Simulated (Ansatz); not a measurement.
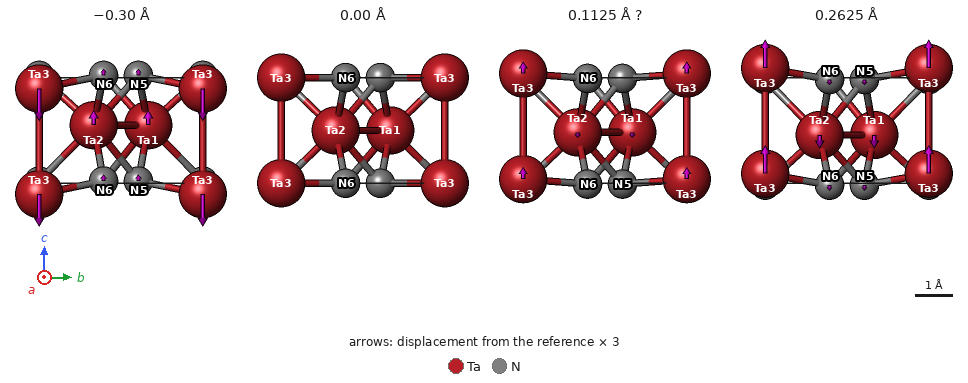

Solid TaN (P-62m): a normal mode at the zone centre is frozen in with the cell fixed, the amplitude being the largest displacement of an atom. The picture is a ball-and-stick view of the cell of the calculation, seen along the a axis. Purple arrows: displacements from the reference.

These are results of DFT PBEsol, scalar-relativistic, plane waves, PAW in Ansatz, not measurements. (plane-wave cutoff 420 eV; k-point mesh 12 × 12 × 16; occupations gaussian; smearing width 0.15 eV; no spin polarisation). Energies (free energies at the smearing named) are counted from the relaxed crystal.

| largest displacement (Å) | energy change (meV/cell) |
| --- | --- |
| −0.3000 | 894 |
| −0.1500 | 236 |
| 0.0000 | 0 |
| 0.0375 | 15 |
| 0.0750 | 60 |
| 0.1125 | ? |
| 0.1875 | 366 |
| 0.2250 | 520 |
| 0.2625 | 697 |

Question: One row is withheld. What is its energy?

Answer: A straight line between the two neighbours gives 162 meV/cell. A cubic through the four nearest rows (0.0375, 0.0750, 0.1875, 0.2250) gives, with Lagrange weights, (−0.3000)(15) + (1.0000)(60) + (0.5000)(366) + (−0.2000)(520) = 134 meV/cell. The calculation gives 134 meV/cell, so the cubic is right to the digits shown and the straight line 28 meV/cell too high, as the curve bends upwards here.

The whole profile:

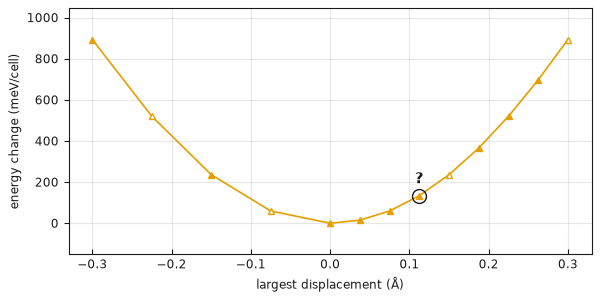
